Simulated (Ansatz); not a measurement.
Input file:

```
crystal:
  lattice:
    - [-1.573415, 1.573415, 1.573415]
    - [1.573415, -1.573415, 1.573415]
    - [1.573415, 1.573415, -1.573415]
  atoms:
    - { symbol: Mo, position: [0.0, 0.0, 0.0] }
basis:
  ecutwfc: 420
  fft_grid_basis: typed
kpoints:
  mp_grid: { grid: [16, 16, 16] }
hamiltonian:
  xc: pbe
scf:
  occupations: { method: gaussian, width: 0.05 }
output:
  forces: true
  stress: true
  eigenvalues: true
  bader: true
  write_density: true
  volumetric_format: npy
  elf: true
```

Command:

```sh
ansatz run input.yaml --threads 2 --pin off --max-ram 4096MiB --backend cpu --events-out ev --progress --plain --runs-dir out
```

The picture shows the conventional cell (a = 3.15 Å, b = 3.15 Å, c = 3.15 Å, α = 90.00°, β = 90.00°, γ = 90.00°).

Space group Im-3m; the calculation finds a residual pressure of about 3 GPa at this fixed cell.

The calculation used DFT PBE, scalar-relativistic, plane waves, PAW in Ansatz.

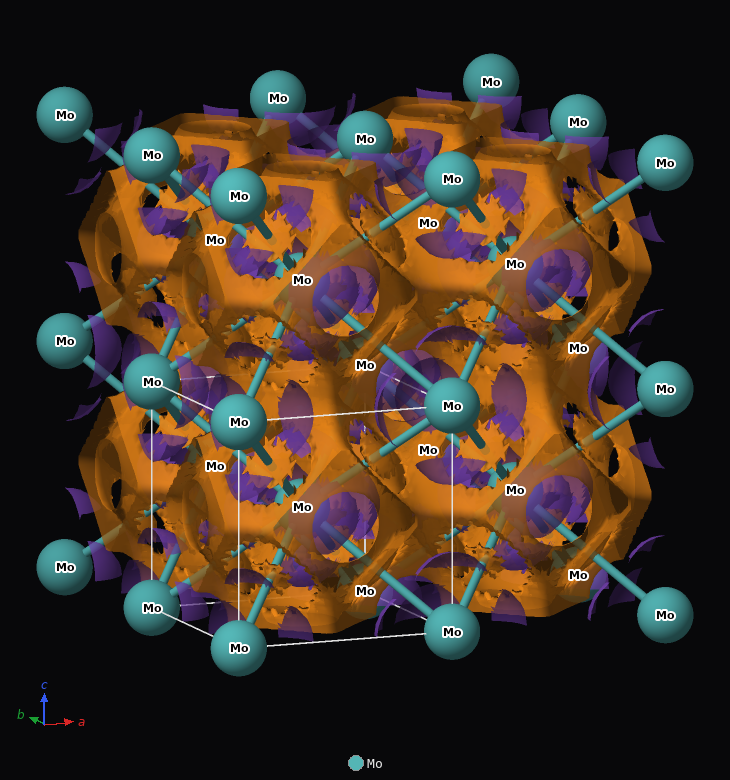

Mo. Bonding charge density, ρ(crystal) − Σ ρ(neutral atoms): orange surfaces at +0.06 and purple ones at −0.06 e/Å³, in the conventional cell, repeated, seen slightly off an axis (the regions close to the nuclei are left out). Cores are masked to 1.0 Å (Mo).

Core electrons are frozen (PAW), so the fields are smoothed inside the atomic spheres.

### Read the map: where is density gained and where lost?

Mo–Mo (2.73 Å): Δρ is +0.07 e/Å³ at the midpoint.
- Over the whole cell, outside the masked cores, the largest gain, 0.07 e/Å³, lies 1.8 Å from a molybdenum nucleus, and the largest loss lies at the edge of the masked core of Mo.
- The rearranged charge, half the integral of |Δρ|, is about 0.45 e an atom.

### Metal or insulator at this level?

It is metallic at this level of theory.

The run took 2.5 s on 2 threads of AMD EPYC 9R45 96-Core Processor (Zen 5), on a shared host, peak memory 0.36 GiB.
